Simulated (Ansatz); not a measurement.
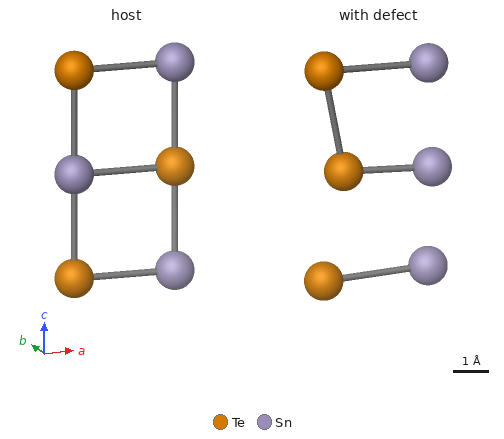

Left: perfect SnTe. Right: the same region with a pair of point defects, after relaxing the atoms in a supercell of 64 sites. Style: ball-and-stick. Shown: the atoms within 4.6 Å of one point, in a slice 4.2 Å thick across the line of sight, slightly off an axis.

Computed with Ansatz 0.2.0, DFT, PBEsol, PAW, plane waves. (plane-wave cutoff 420 eV; k-point mesh 1 × 1 × 1; mesh shifted by (0.25, 0.25, 0.25); collinear spin) Fermi-Dirac smearing of 0.01 eV. The axes drawn are those of the host's conventional cell.

> What kind of defect was made?

A tellurium atom is replaced by tin and a tin atom is replaced by tellurium, the two sites 3.1 Å apart.

The charge state of the cell is 0.

> How does the lattice respond?

In the host the Te atom has 6 Sn at 3.14 Å; the Sn atom ends with 1 Te at 2.74 Å, 5 Sn at 3.00 to 3.17 Å. In the host the Sn atom has 6 Te at 3.14 Å; the Te atom ends with 1 Sn at 2.74 Å, 2 Te at 3.17 Å. Of the host's atoms, a tin atom moves furthest from its site, by 0.19 Å. The Sn atom itself moves 0.15 Å from where it was put. The Te atom itself moves 0.55 Å from where it was put. The cell ends without a net magnetic moment.
